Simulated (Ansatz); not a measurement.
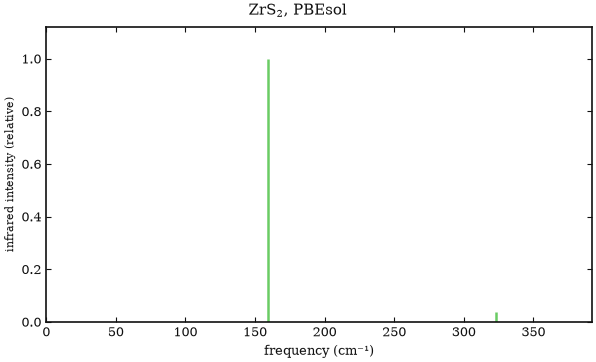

The plot gives the computed infrared spectrum of the zone-centre phonons for ZrS₂, space group P-3m1 (No. 164). The spectrum is scaled to its strongest line. These are zero-field (TO) frequencies; inactive modes don't show.

Structure:
```xyz
3
Lattice="3.6274 0.0000 0.0000 -1.8137 3.1414 0.0000 0.0000 0.0000 5.8875" Properties=species:S:1:pos:R:3 pbc="T T T"
Zr    0.0000    0.0000    0.0000
S     0.0000    2.0943    1.4531
S     1.8137    1.0471    4.4344
```

Computed with Ansatz 0.2.0: infrared-active and silent optical phonons at the zone centre of an insulator with atoms at rest in the given cell, intensity summed over the level, zero macroscopic field, imaginary frequencies are negative, field response on a mesh refined by the program; PAW. Level: PBEsol, no spin polarisation.

| setting | value |
| --- | --- |
| wave cutoff | 420 eV |
| k mesh | 12×12×6 |
| occupations | fixed |
| pressure | 0 GPa |

Which are the strongest infrared lines?

Answer. The strongest infrared line is at 159.2 cm⁻¹, and no other reaches 6 % of it.

The computed values:

```tsv
frequency (cm⁻¹)	degeneracy	infrared ((D/Å)²/amu)
159.2	2	60
250.0	2	0
312.5	1	0
323.2	1	2.32
```
